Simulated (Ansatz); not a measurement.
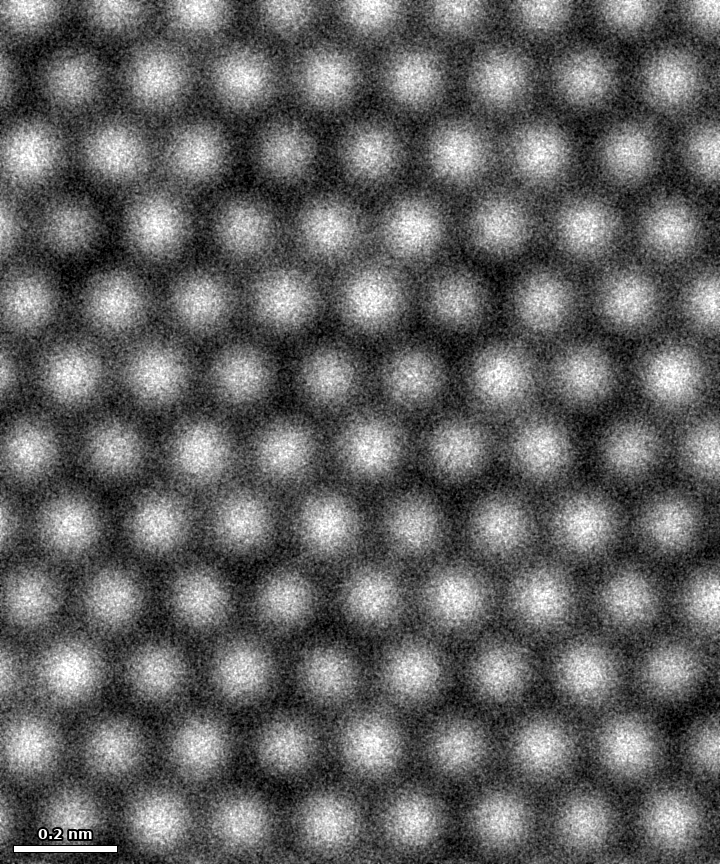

An image along [001] of one of the structures below (computed or model cells, partly hypothetical, each in its standard cell). Simulation: incoherent imaging, intensity Z^1.7 per atom, probe width 1.20 Å, thin sample. The probe carries 15 % of its weight in a tail 2.5 times as wide. Shot noise and the speckle of an amorphous layer were added.

A. Pt
Space group Cmcm (No. 63). a = 2.673 Å, b = 6.410 Å, c = 3.671 Å, α = 90.00°, β = 90.00°, γ = 90.00°
| atom | site | symmetry | x | y | z |
| --- | --- | --- | --- | --- | --- |
| Pt | 4c | m2m | 0.5000 | 0.1413 | 0.2500 |

B. B
Space group Pm-3m (No. 221). a = 1.894 Å, b = 1.894 Å, c = 1.894 Å, α = 90.00°, β = 90.00°, γ = 90.00°
| atom | site | symmetry | x | y | z |
| --- | --- | --- | --- | --- | --- |
| B | 1a | m-3m | 0.0000 | 0.0000 | 0.0000 |

C. B
Space group P6/mmm (No. 191). a = 2.886 Å, b = 2.886 Å, c = 2.899 Å, α = 90.00°, β = 90.00°, γ = 120.00°
```
atom  site  symmetry       x       y       z
   B    1a     6/mmm  0.0000  0.0000  0.0000
   B    2d      -6m2  0.3333  0.6667  0.5000
```

D. Ti
Space group P6_3/mmc (No. 194). a = 2.955 Å, b = 2.955 Å, c = 9.456 Å, α = 90.00°, β = 90.00°, γ = 120.00°
| atom | site | symmetry | x | y | z |
| --- | --- | --- | --- | --- | --- |
| Ti | 2a | -3m. | 0.0000 | 0.0000 | 0.0000 |
| Ti | 2c | -6m2 | 0.3333 | 0.6667 | 0.2500 |

Question: Which structure was imaged?

Answer: C, B. Along [001] the projected cells are A 2.67 × 3.47 Å, 113°; B 1.89 × 1.89 Å, 90°; C 1.67 × 1.67 Å, 120°; D 2.95 × 2.95 Å, 120°. The image repeats as C does.

Structure C: the geometry given to an electronic-structure calculation, possibly off equilibrium; the starting structure was generated, so it need not be a known form of this composition.
